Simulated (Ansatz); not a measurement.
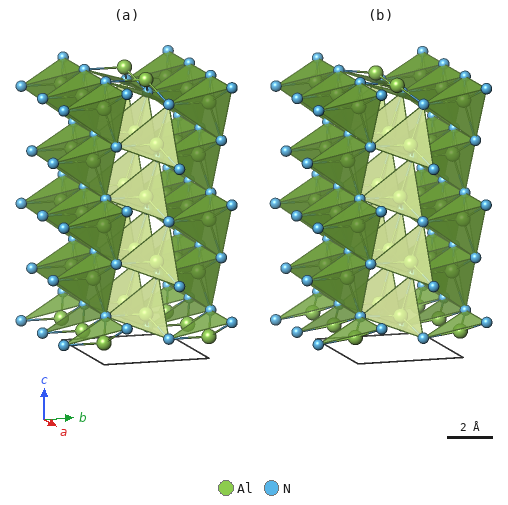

Left: a (1 0 0) slab of AlN as cut from the relaxed bulk. Right: the same structure after one change, at the same scale. The picture is a polyhedral view of the 2 × 1 repeat of the cell, outlined in the plane, without the vacuum, seen slightly off an axis.

All numbers below come from DFT PBEsol, scalar-relativistic, plane waves, PAW (Ansatz). (plane-wave cutoff 420 eV; occupations gaussian; no spin polarisation) The k-mesh is chosen for each cell (12×12×6, 9×6×1). Smearing widths differ between the runs.

The atoms of the slab are relaxed at the bulk's in-plane cell.

Question: How do the computed properties respond?

Answer: The surface energy (mean of the two faces) falls from 2.83 to 2.32 J/m². The top spacing, between the AlN and AlN planes, goes from 0.90 to 0.71 Å (−21.3 %), the bottom one (AlN to AlN) from 0.90 to 0.71 Å (−21.3 %). The top plane rumples by 0.22 Å. The cell stays as it was. The largest moves relative to the layer's centre, 0.29 Å, are those of Al atoms. Largest moves by element: Al 0.29 Å, N 0.05 Å. Among the bonded contacts that change: Al–N 1.904 → 1.768 to 1.910 Å, Al–N 1.891 → 1.834 to 1.960 Å.
